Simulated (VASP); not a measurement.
Ga: geometry relaxation (part 1 of 3)

- system: Ga (Cmce, 4 atoms in the cell)
- method: Kohn-Sham DFT of a periodic cell, PBE, VASP PAW PBE potentials, recommended, no spin polarisation (VASP 6.6.1)

The structure derives from an entry of the Crystallography Open Database.

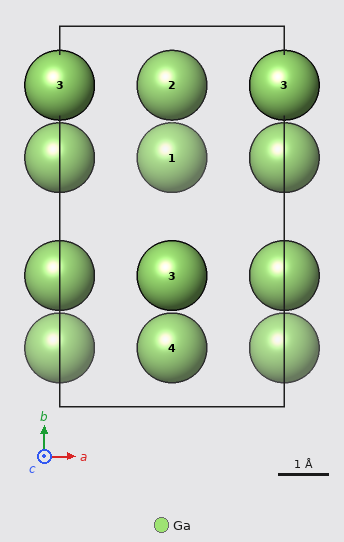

The input geometry (spheres-only view of the cell 2 times as large as that of the calculation, set on its symmetry axes, along the c axis; atoms are numbered from 1 in the order of the input).

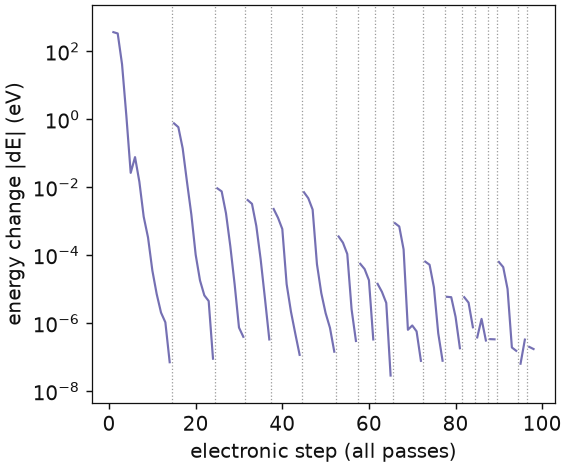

Convergence of the self-consistent field: energy change |dE| against the electronic step. Each stretch between dotted lines is the SCF of one geometry step of a relaxation. The 18 ionic steps take 2 to 14 electronic steps each. The density is held fixed in the first few steps, and dE rises again when its update begins.

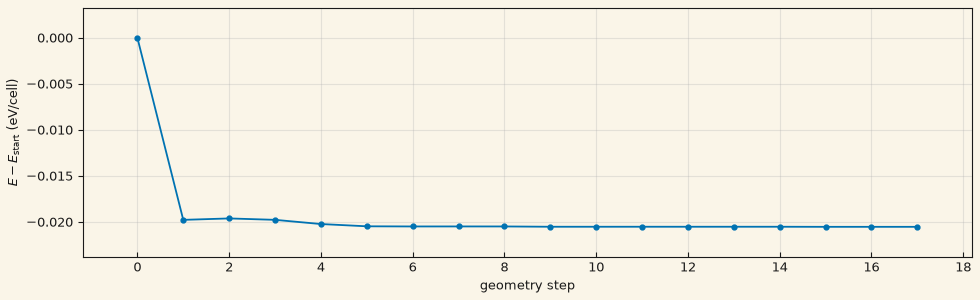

Progress of the relaxation, step by step (steps are counted from 0).

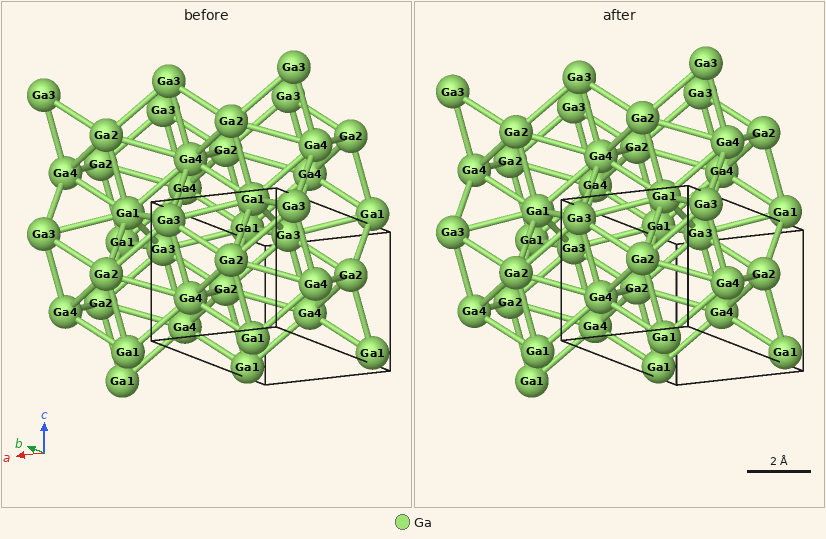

Before (left) and after (right) the relaxation, at one scale (ball-and-stick view of the cell 2 times as large as that of the calculation, set on its symmetry axes, repeated 2 × 1 × 2, seen at an oblique angle). The largest moves relative to the cell, 0.012 Å, are those of Ga1, Ga2, Ga3 and Ga4. The volume changes by +3.8 %, with a 4.523 → 4.580 Å (+1.3 %), b 7.661 → 7.747 Å (+1.1 %), c 4.524 → 4.587 Å (+1.4 %). Distances before and after: Ga1–Ga3 2.484 → 2.535 Å, Ga1–Ga4 2.730 → 2.761 Å, Ga1–Ga2 2.691 → 2.714 Å. The space group stays Cmce (No. 64). Over 17 geometry steps the energy falls by 20.5 meV per cell of the calculation. Largest force component: 0.13 eV/Å at the start, 0.0044 eV/Å at the end. (Atoms are counted from 1 in the order of the input.)

The input that produced these results follows, with the program's output.

### INCAR
```
PREC = Accurate
ENCUT = 600
EDIFF = 1E-6
ISMEAR = -1
SIGMA = 0.05
LREAL = False
LASPH = True
NELM = 100
ALGO = Fast
ISIF = 3
LWAVE = False
LCHARG = False
GGA = PE
IBRION = 2
NSW = 40
EDIFFG = -0.005
```

### KPOINTS
```
regular mesh
0
Gamma
  13 13 11
```

### POSCAR
```
Ga
1.0
    2.2615000000     -3.8305000000      0.0000000000
    2.2615000000      3.8305000000      0.0000000000
    0.0000000000      0.0000000000      4.5240000000
Ga
4
Direct
    0.8451000000      0.1549000000      0.0810000000
    0.6549000000      0.3451000000      0.5810000000
    0.1549000000      0.8451000000      0.9190000000
    0.3451000000      0.6549000000      0.4190000000
```

Run as:
```bash
cat potpaw_PBE.64/Ga_d/POTCAR > POTCAR
mpirun -np 1 vasp_std > vasp.out
```

### OSZICAR
```
N       E                     dE             d eps       ncg     rms          rms(c)
DAV:   1     0.370141617083E+03    0.37014E+03   -0.28403E+04 18458   0.344E+03
DAV:   2     0.316939690431E+02   -0.33845E+03   -0.33315E+03 18580   0.600E+02
DAV:   3    -0.104230503583E+02   -0.42117E+02   -0.41755E+02 20636   0.161E+02
DAV:   4    -0.116800061507E+02   -0.12570E+01   -0.12448E+01 20593   0.316E+01
DAV:   5    -0.117067384725E+02   -0.26732E-01   -0.26726E-01 21788   0.470E+00    0.250E+00
RMM:   6    -0.116290345136E+02    0.77704E-01   -0.21082E-01 19408   0.503E+00    0.138E+00
RMM:   7    -0.116144626906E+02    0.14572E-01   -0.68851E-02 20561   0.260E+00    0.316E-01
RMM:   8    -0.116130955069E+02    0.13672E-02   -0.10661E-02 20582   0.103E+00    0.410E-02
RMM:   9    -0.116134296665E+02   -0.33416E-03   -0.28216E-03 26525   0.444E-01    0.270E-02
RMM:  10    -0.116134652843E+02   -0.35618E-04   -0.31356E-04 21461   0.179E-01    0.980E-03
RMM:  11    -0.116134725237E+02   -0.72394E-05   -0.11615E-04 22666   0.102E-01    0.503E-03
RMM:  12    -0.116134745809E+02   -0.20572E-05   -0.43222E-05 23876   0.562E-02    0.140E-03
RMM:  13    -0.116134756467E+02   -0.10658E-05   -0.11338E-05 18104   0.275E-02    0.110E-03
RMM:  14    -0.116134757180E+02   -0.71308E-07   -0.25357E-06 11335   0.168E-02
   1 F= -.11613476E+02 E0= -.11610138E+02  d E =-.116135E+02
       N       E                     dE             d eps       ncg     rms          rms(c)
DAV:   1    -0.123773364591E+02   -0.76386E+00   -0.11499E+01 21210   0.468E+01    0.507E+00
RMM:   2    -0.117864765558E+02    0.59086E+00   -0.12632E+00 19875   0.126E+01    0.231E+00
RMM:   3    -0.116458043731E+02    0.14067E+00   -0.30622E-01 19126   0.598E+00    0.438E-01
RMM:   4    -0.116315452676E+02    0.14259E-01   -0.46374E-02 22157   0.227E+00    0.412E-02
RMM:   5    -0.116331323194E+02   -0.15871E-02   -0.16574E-02 26328   0.925E-01    0.248E-02
RMM:   6    -0.116332361035E+02   -0.10378E-03   -0.12315E-03 25291   0.290E-01    0.248E-02
RMM:   7    -0.116332542690E+02   -0.18165E-04   -0.31303E-04 21552   0.168E-01    0.834E-03
RMM:   8    -0.116332476495E+02    0.66195E-05   -0.13413E-04 21909   0.121E-01    0.174E-03
RMM:   9    -0.116332521598E+02   -0.45103E-05   -0.47973E-05 24713   0.511E-02    0.106E-03
RMM:  10    -0.116332522505E+02   -0.90698E-07   -0.45518E-06 13200   0.184E-02
   2 F= -.11633252E+02 E0= -.11629878E+02  d E =-.197765E-01
       N       E                     dE             d eps       ncg     rms          rms(c)
DAV:   1    -0.116425943513E+02   -0.93422E-02   -0.14068E-01 21875   0.495E+00    0.577E-01
RMM:   2    -0.116349842902E+02    0.76101E-02   -0.17373E-02 19974   0.146E+00    0.256E-01
RMM:   3    -0.116332656875E+02    0.17186E-02   -0.33080E-03 19192   0.603E-01    0.563E-02
RMM:   4    -0.116330816734E+02    0.18401E-03   -0.59886E-04 23906   0.237E-01    0.322E-03
RMM:   5    -0.116330954790E+02   -0.13806E-04   -0.14327E-04 25771   0.894E-02    0.254E-03
RMM:   6    -0.116330962255E+02   -0.74651E-06   -0.13615E-05 20367   0.350E-02    0.205E-03
RMM:   7    -0.116330966248E+02   -0.39922E-06   -0.45803E-06 13261   0.197E-02
   3 F= -.11633097E+02 E0= -.11629710E+02  d E =-.196209E-01
       N       E                     dE             d eps       ncg     rms          rms(c)
DAV:   1    -0.116373214298E+02   -0.42252E-02   -0.59715E-02 21861   0.320E+00    0.379E-01
RMM:   2    -0.116340489616E+02    0.32725E-02   -0.75578E-03 20006   0.963E-01    0.167E-01
RMM:   3    -0.116333204727E+02    0.72849E-03   -0.13548E-03 19182   0.383E-01    0.379E-02
RMM:   4    -0.116332439723E+02    0.76500E-04   -0.24547E-04 23929   0.151E-01    0.189E-03
RMM:   5    -0.116332492250E+02   -0.52527E-05   -0.54960E-05 24897   0.558E-02    0.152E-03
RMM:   6    -0.116332495587E+02   -0.33376E-06   -0.53757E-06 15624   0.232E-02
   4 F= -.11633250E+02 E0= -.11629871E+02  d E =-.197738E-01
       N       E                     dE             d eps       ncg     rms          rms(c)
DAV:   1    -0.116355588977E+02   -0.23097E-02   -0.72846E-02 21854   0.189E+00    0.277E-01
RMM:   2    -0.116342812258E+02    0.12777E-02   -0.32254E-03 21446   0.634E-01    0.161E-01
RMM:   3    -0.116336880530E+02    0.59317E-03   -0.16996E-03 23839   0.311E-01    0.213E-02
RMM:   4    -0.116337021944E+02   -0.14141E-04   -0.26386E-04 25077   0.133E-01    0.115E-02
RMM:   5    -0.116337043808E+02   -0.21864E-05   -0.46940E-05 24043   0.568E-02    0.388E-03
RMM:   6    -0.116337048742E+02   -0.49342E-06   -0.12602E-05 19465   0.302E-02    0.140E-03
RMM:   7    -0.116337049916E+02   -0.11740E-06   -0.22292E-06 10958   0.149E-02
   5 F= -.11633705E+02 E0= -.11630305E+02  d E =-.455433E-03
       N       E                     dE             d eps       ncg     rms          rms(c)
DAV:   1    -0.116408852043E+02   -0.71803E-02   -0.27464E-01 21945   0.366E+00    0.537E-01
RMM:   2    -0.116361059657E+02    0.47792E-02   -0.12265E-02 21458   0.123E+00    0.311E-01
RMM:   3    -0.116338868272E+02    0.22191E-02   -0.63754E-03 23865   0.605E-01    0.415E-02
RMM:   4    -0.116339414502E+02   -0.54623E-04   -0.99415E-04 25261   0.256E-01    0.226E-02
RMM:   5    -0.116339491607E+02   -0.77105E-05   -0.17250E-04 24650   0.109E-01    0.753E-03
RMM:   6    -0.116339511452E+02   -0.19845E-05   -0.45979E-05 23415   0.573E-02    0.264E-03
RMM:   7    -0.116339518813E+02   -0.73608E-06   -0.10092E-05 18415   0.257E-02    0.111E-03
RMM:   8    -0.116339520269E+02   -0.14560E-06   -0.18913E-06 11052   0.160E-02
   6 F= -.11633952E+02 E0= -.11630506E+02  d E =-.702468E-03
       N       E                     dE             d eps       ncg     rms          rms(c)
DAV:   1    -0.116343095171E+02   -0.35764E-03   -0.13347E-02 21238   0.805E-01    0.119E-01
RMM:   2    -0.116340745526E+02    0.23496E-03   -0.58079E-04 21422   0.268E-01    0.689E-02
RMM:   3    -0.116339654513E+02    0.10910E-03   -0.31281E-04 23707   0.133E-01    0.894E-03
RMM:   4    -0.116339679877E+02   -0.25364E-05   -0.48263E-05 24700   0.570E-02    0.498E-03
RMM:   5    -0.116339682886E+02   -0.30091E-06   -0.81235E-06 16954   0.239E-02
   7 F= -.11633968E+02 E0= -.11630533E+02  d E =-.718730E-03
       N       E                     dE             d eps       ncg     rms          rms(c)
DAV:   1    -0.116340240618E+02   -0.56074E-04   -0.21949E-03 21413   0.326E-01    0.483E-02
RMM:   2    -0.116339846752E+02    0.39387E-04   -0.93055E-05 21266   0.107E-01    0.281E-02
RMM:   3    -0.116339661638E+02    0.18511E-04   -0.49519E-05 22382   0.525E-02    0.359E-03
RMM:   4    -0.116339664970E+02   -0.33315E-06   -0.73264E-06 17274   0.249E-02
   8 F= -.11633966E+02 E0= -.11630527E+02  d E =-.716938E-03
       N       E                     dE             d eps       ncg     rms          rms(c)
DAV:   1    -0.116339805982E+02   -0.14434E-04   -0.45666E-04 21086   0.150E-01    0.220E-02
RMM:   2    -0.116339721977E+02    0.84005E-05   -0.20439E-05 20926   0.500E-02    0.128E-02
RMM:   3    -0.116339682349E+02    0.39629E-05   -0.10528E-05 19326   0.243E-02    0.168E-03
RMM:   4    -0.116339682638E+02   -0.28933E-07   -0.14219E-06 10765   0.126E-02
   9 F= -.11633968E+02 E0= -.11630531E+02  d E =-.718705E-03
       N       E                     dE             d eps       ncg     rms          rms(c)
DAV:   1    -0.116348517633E+02   -0.88353E-03   -0.25171E-02 19656   0.170E+00    0.188E-01
RMM:   2    -0.116341472319E+02    0.70453E-03   -0.27868E-03 20669   0.604E-01    0.829E-02
RMM:   3    -0.116339978925E+02    0.14934E-03   -0.61966E-04 19282   0.266E-01    0.187E-02
RMM:   4    -0.116339985349E+02   -0.64239E-06   -0.24074E-04 26711   0.119E-01    0.291E-03
RMM:   5    -0.116339993954E+02   -0.86044E-06   -0.27055E-05 20021   0.504E-02    0.289E-03
RMM:   6    -0.116339999728E+02   -0.57745E-06   -0.11058E-05 18239   0.319E-02    0.196E-03
RMM:   7    -0.116340000510E+02   -0.78151E-07   -0.31041E-06 12590   0.170E-02
  10 F= -.11634000E+02 E0= -.11630565E+02  d E =-.317871E-04
       N       E                     dE             d eps       ncg     rms          rms(c)
DAV:   1    -0.116340651009E+02   -0.65128E-04   -0.18201E-03 21035   0.459E-01    0.509E-02
RMM:   2    -0.116340123746E+02    0.52726E-04   -0.20074E-04 20577   0.162E-01    0.225E-02
RMM:   3    -0.116340009095E+02    0.11465E-04   -0.44348E-05 18978   0.713E-02    0.510E-03
RMM:   4    -0.116340004048E+02    0.50470E-06   -0.16073E-05 20696   0.317E-02    0.744E-04
RMM:   5    -0.116340003259E+02    0.78848E-07   -0.21789E-06 10624   0.166E-02
  11 F= -.11634000E+02 E0= -.11630564E+02  d E =-.320621E-04
       N       E                     dE             d eps       ncg     rms          rms(c)
DAV:   1    -0.116340064117E+02   -0.60069E-05   -0.23436E-04 21686   0.157E-01    0.173E-02
RMM:   2    -0.116340005631E+02    0.58486E-05   -0.21554E-05 20559   0.527E-02    0.792E-03
RMM:   3    -0.116339990204E+02    0.15427E-05   -0.55115E-06 15215   0.251E-02    0.157E-03
RMM:   4    -0.116339988362E+02    0.18415E-06   -0.13210E-06 10536   0.118E-02
  12 F= -.11633999E+02 E0= -.11630563E+02  d E =-.305724E-04
       N       E                     dE             d eps       ncg     rms          rms(c)
DAV:   1    -0.116340048670E+02   -0.58467E-05   -0.13688E-04 20944   0.127E-01    0.141E-02
RMM:   2    -0.116340008231E+02    0.40440E-05   -0.16618E-05 19926   0.461E-02    0.608E-03
RMM:   3    -0.116340000623E+02    0.76082E-06   -0.31595E-06 12242   0.190E-02
  13 F= -.11634000E+02 E0= -.11630564E+02  d E =-.317984E-04
       N       E                     dE             d eps       ncg     rms          rms(c)
DAV:   1    -0.116340012059E+02   -0.38281E-06   -0.43576E-05 21224   0.707E-02    0.803E-03
RMM:   2    -0.116339998624E+02    0.13435E-05   -0.48398E-06 15081   0.251E-02    0.350E-03
RMM:   3    -0.116339995520E+02    0.31036E-06   -0.10346E-06  9301   0.109E-02
  14 F= -.11634000E+02 E0= -.11630564E+02  d E =-.312882E-04
       N       E                     dE             d eps       ncg     rms          rms(c)
DAV:   1    -0.116340002032E+02   -0.34077E-06   -0.10567E-05 19194   0.344E-02    0.395E-03
RMM:   2    -0.116339998668E+02    0.33636E-06   -0.13763E-06  9358   0.131E-02
  15 F= -.11634000E+02 E0= -.11630564E+02  d E =-.316030E-04
       N       E                     dE             d eps       ncg     rms          rms(c)
DAV:   1    -0.116340638675E+02   -0.63664E-04   -0.28927E-03 23274   0.478E-01    0.475E-02
RMM:   2    -0.116340189359E+02    0.44932E-04   -0.16188E-04 21000   0.144E-01    0.220E-02
RMM:   3    -0.116340086961E+02    0.10240E-04   -0.46047E-05 18809   0.717E-02    0.445E-03
RMM:   4    -0.116340088897E+02   -0.19364E-06   -0.16392E-05 20775   0.339E-02    0.766E-04
RMM:   5    -0.116340090443E+02   -0.15455E-06   -0.21554E-06 10749   0.147E-02
  16 F= -.11634009E+02 E0= -.11630574E+02  d E =-.917748E-05
       N       E                     dE             d eps       ncg     rms          rms(c)
DAV:   1    -0.116340089542E+02   -0.64434E-07   -0.25184E-05 22734   0.440E-02    0.443E-03
RMM:   2    -0.116340086237E+02    0.33050E-06   -0.15840E-06  9499   0.141E-02
  17 F= -.11634009E+02 E0= -.11630574E+02  d E =-.875687E-05
       N       E                     dE             d eps       ncg     rms          rms(c)
DAV:   1    -0.116340091560E+02   -0.20182E-06   -0.13446E-05 20593   0.345E-02    0.276E-03
RMM:   2    -0.116340089818E+02    0.17419E-06   -0.11596E-06  9306   0.120E-02
  18 F= -.11634009E+02 E0= -.11630574E+02  d E =-.911499E-05
```

### Parts of OUTCAR
```
PREC = Accurate
   ENCUT = 600
   EDIFF = 1E-6
   ISMEAR = -1
   LREAL = False
   LASPH = True
   NELM = 100
   ISIF = 3
   GGA = PE
   IBRION = 2
   NSW = 40
   EDIFFG = -0.005

 ion  position               nearest neighbor table
   1  0.845  0.155  0.081-   3 2.48   2 2.69   2 2.69   4 2.73   4 2.73   3 2.79   3 2.79
   2  0.655  0.345  0.581-   4 2.48   1 2.69   1 2.69   3 2.73   3 2.73   4 2.79   4 2.79
   3  0.155  0.845  0.919-   1 2.48   4 2.69   4 2.69   2 2.73   2 2.73   1 2.79   1 2.79
   4  0.345  0.655  0.419-   2 2.48   3 2.69   3 2.69   1 2.73   1 2.73   2 2.79   2 2.79

  LATTYP: Found a base centered orthorhombic cell.
 ALAT       =     4.5230000000
 B/A-ratio  =     1.6937873093
 C/A-ratio  =     1.0002210922

  Lattice vectors:

 A1 = (   2.2615000000,  -3.8305000000,   0.0000000000)
 A2 = (   2.2615000000,   3.8305000000,   0.0000000000)
 A3 = (   0.0000000000,   0.0000000000,   4.5240000000)

Analysis of symmetry for initial positions (statically):
=====================================================================
 Subroutine PRICEL returns:
 Original cell was already a primitive cell.

 Routine SETGRP: Setting up the symmetry group for a
 base centered orthorhombic supercell.

 Subroutine GETGRP returns: Found  8 space group operations
 (whereof  4 operations were pure point group operations)
 out of a pool of  8 trial point group operations.

The static configuration has the point symmetry C_2h.
 The point group associated with its full space group is D_2h.

Analysis of symmetry for dynamics (positions and initial velocities):
=====================================================================
 Subroutine PRICEL returns:
 Original cell was already a primitive cell.

 Routine SETGRP: Setting up the symmetry group for a
 base centered orthorhombic supercell.

 Subroutine GETGRP returns: Found  8 space group operations
 (whereof  4 operations were pure point group operations)
 out of a pool of  8 trial point group operations.

The dynamic configuration has the point symmetry C_2h.
 The point group associated with its full space group is D_2h.

 Subroutine INISYM returns: Found  8 space group operations
 (whereof  4 operations are pure point group operations),
 and found     1 'primitive' translations

----------------------------------------------------------------------------------------

                                     Primitive cell

  volume of cell :      78.3799

  direct lattice vectors                    reciprocal lattice vectors
     2.261500000 -3.830500000  0.000000000     0.221092195 -0.130531262  0.000000000
     2.261500000  3.830500000  0.000000000     0.221092195  0.130531262  0.000000000
     0.000000000  0.000000000  4.524000000     0.000000000  0.000000000  0.221043324

  length of vectors
     4.448270731  4.448270731  4.524000000     0.256749234  0.256749234  0.221043324

  position of ions in fractional coordinates (direct lattice)
     0.845100000  0.154900000  0.081000000
     0.654900000  0.345100000  0.581000000
     0.154900000  0.845100000  0.919000000
     0.345100000  0.654900000  0.419000000

  ion indices of the primitive-cell ions
   primitive index   ion index
                 1           1
                 2           2
                 3           3
                 4           4

----------------------------------------------------------------------------------------

 KPOINTS: regular mesh
```
